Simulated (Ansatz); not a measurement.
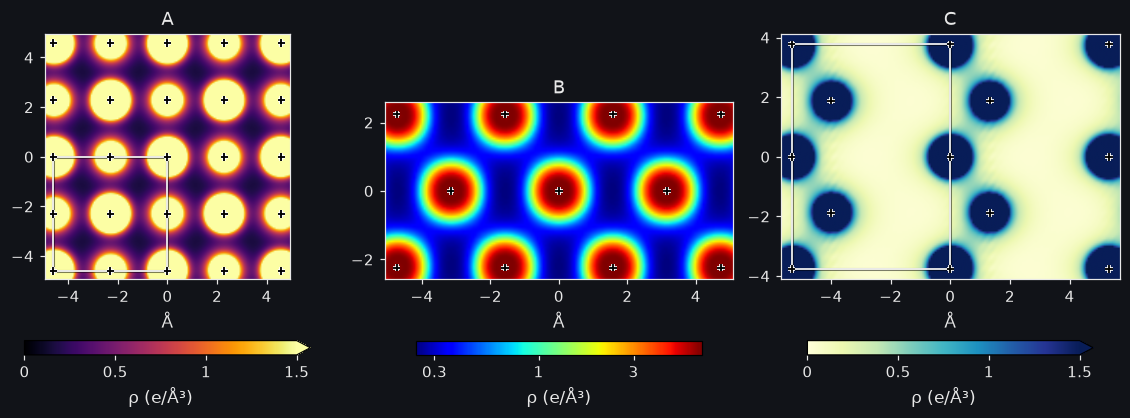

The valence charge density (pseudo) of 3 systems, each on a plane through atoms (crosses mark nuclei in the plane).

Computed with DFT PBE, scalar-relativistic, plane waves, PAW in Ansatz 0.2.0.

System 1: Mo, the (101̄) plane of the conventional cell. Space group Im-3m; computed without spin polarisation.

System 2: ZrN, the (010) plane of the conventional cell. Space group Fm-3m.

```yaml
crystal:
  lattice:
    - [4.59465, 0.00000, 0.00000]
    - [0.00000, 4.59465, 0.00000]
    - [0.00000, 0.00000, 4.59465]
  atoms:
    - { symbol: Zr, position: [0.00000, 0.00000, 0.00000] }
    - { symbol: Zr, position: [0.50000, 0.50000, 0.00000] }
    - { symbol: Zr, position: [0.50000, 0.00000, 0.50000] }
    - { symbol: Zr, position: [0.00000, 0.50000, 0.50000] }
    - { symbol: N, position: [0.50000, 0.00000, 0.00000] }
    - { symbol: N, position: [0.00000, 0.50000, 0.00000] }
    - { symbol: N, position: [0.00000, 0.00000, 0.50000] }
    - { symbol: N, position: [0.50000, 0.50000, 0.50000] }
```

System 3: NiGe, the (110) plane of the conventional cell. Space group F-43m; started from the zinc blende prototype, which need not be the ambient phase; computed without spin polarisation.

```
Ni Ge
1.0
     5.32621    0.00000    0.00000
     0.00000    0.00000   -5.32621
     0.00000    5.32621    0.00000
Ni Ge
4 4
Direct
  0.50000 0.50000 0.00000
  0.00000 0.50000 0.50000
  0.00000 0.00000 0.00000
  0.50000 0.00000 0.50000
  0.25000 0.75000 0.25000
  0.75000 0.75000 0.75000
  0.75000 0.25000 0.25000
  0.25000 0.25000 0.75000
```

Which map belongs to which system?

Panel A is system 2, ZrN: the plane holds Zr and N. Zr–N (2.30 Å): ρ is about 0.45 e/Å³ halfway. Panel B is system 1, Mo: the plane holds Mo. Mo–Mo (2.74 Å): ρ at the midpoint is about 0.37 e/Å³. Panel C is system 3, NiGe: the plane holds Ni and Ge. Ni–Ge (2.31 Å): the density is about 0.51 e/Å³ at the midpoint.
